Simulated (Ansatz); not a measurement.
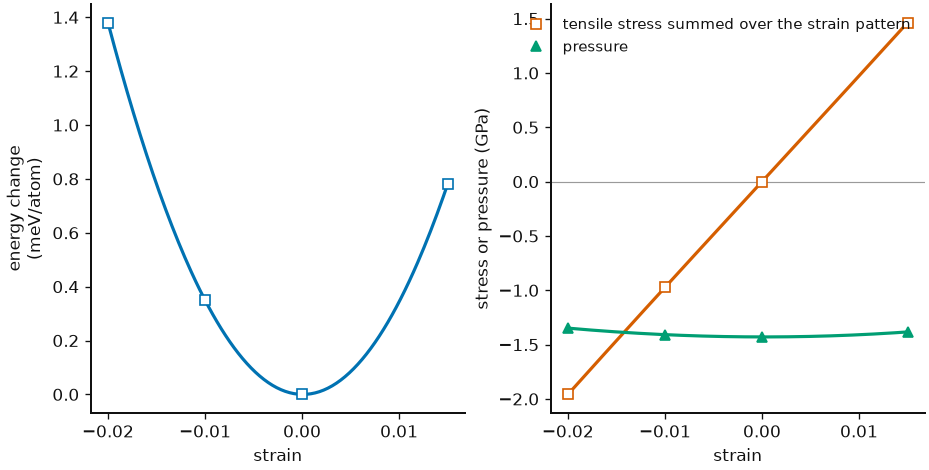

The plot gives the computed energy change, tensile stress summed over the strain pattern and pressure against strain for Cu, space group I4/mmm (No. 139).

Structure:
```
CELL_PARAMETERS angstrom
-1.44279 1.44279 1.37608
1.44279 -1.44279 1.37608
1.44279 1.44279 -1.37608
ATOMIC_POSITIONS crystal
Cu 0.00000 0.00000 0.00000
```

How it was computed, with Ansatz 0.2.0: homogeneous strain of a crystal along one Voigt pattern with engineering shear, fractional coordinates fixed, by plane-wave density functional theory with PAW datasets, free energies less that of the undisturbed cell, pressure positive in compression; scalar-relativistic. Level: PBEsol, no spin polarisation.

- wave cutoff: 420 eV
- k mesh: 24×24×24
- occupations: Gaussian
- smearing width: 0.15 eV
- k shift: (0, 0, 0) (mesh steps)
- start: as given
- strain pattern: (0, 0, 0, 1, 0, 0) (xx yy zz yz xz xy with engineering shear)

**Does the undistorted structure sit at the bottom of the curve?**

Yes: the energy rises on both sides of the starting structure, which is therefore a minimum along this path.

**How does the tensile stress summed over the strain pattern vary with strain?**

It rises from −1.958 GPa at strain −0.020 to 1.463 GPa at 0.015, and changes sign near 0.000.

**Read off the course of the pressure.**

It goes from −1.348 GPa at strain −0.020 to −1.383 GPa at 0.015, not monotonically, with a low of −1.429 GPa at 0.000.

Note: reference crystal is not relaxed.
